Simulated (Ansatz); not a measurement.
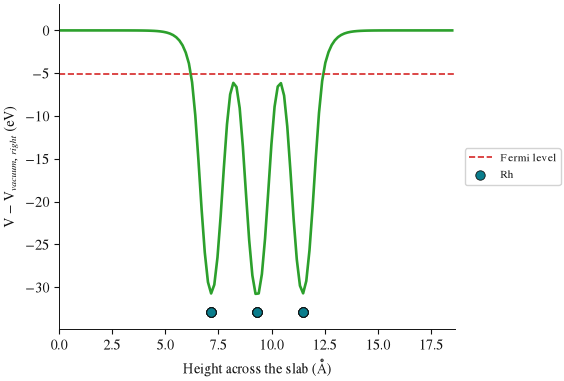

Plane-averaged electrostatic potential energy of an electron across the slab; circles at the bottom mark the heights of the atoms (positions after relaxation).

System: Rh (slab), 27 atoms in the cell.

Computed with Ansatz: DFT PBE, scalar-relativistic, plane waves, PAW, no spin polarisation, 4×4×1 k mesh.

What is the work function?

The work function is 5.09 eV, the same on both faces. The two vacuum levels agree, so the slab has no net dipole along its normal.

How thick are slab and vacuum?

The outermost atoms are 4.3 Å apart, which leaves 14.3 Å of vacuum in a cell 18.6 Å high.
